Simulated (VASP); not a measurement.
```
Li F
1.0
    -1.98869   -0.03352    1.93702
    -1.99068   -0.04100   -1.93901
    -0.07452   -4.02132   -0.00748
Li F
2 2
Direct
  0.01096 0.07837 0.01124
  0.43507 0.53157 0.52363
  0.94757 0.04442 0.46643
  0.45240 0.59355 0.00162
```

Space group P1; a generated structure, not necessarily the stable one; not relaxed (largest force 1.0 eV/Å); computed pressure about 8 GPa in this cell.

Method: Kohn-Sham DFT of a periodic cell, PBE, VASP PAW PBE potentials, recommended (VASP 6.6.1).

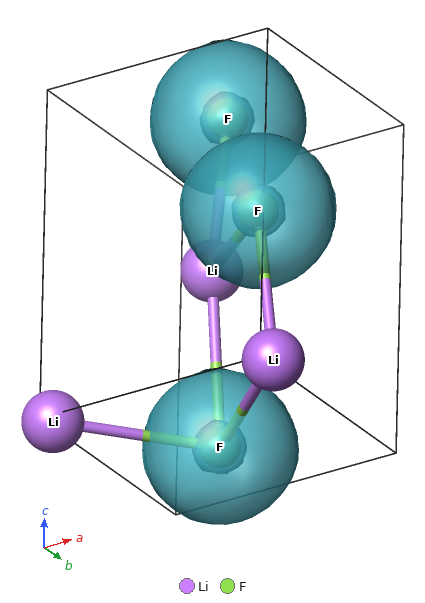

LiF. Isosurface of the ELF at 0.7 (cyan), seen at an oblique angle. Only the valence region is drawn (cores and ρ < 0.01 e/Å³ removed). Sticks mark near contacts.

In a PAW calculation such maps are meaningful between the atoms, not at the nuclei.

### Describe the localisation domains.

The surface consists of two regions wrapped around F (the valence shell of each), counted in one cell of 4 atoms. Any copies at cell faces, edges or corners count once. Profiles from the grid: Li–F (1.80 Å): the ELF peaks at about 0.80 in the valence shell of F, 0.5 Å from its nucleus, and falls to about 0 next to Li: an ionic contact with no shared pair. Li–F (1.91 Å): the ELF peaks at about 0.80 in the valence shell of F, 0.5 Å from its nucleus, and falls to about 0 next to Li; a largely ionic contact.
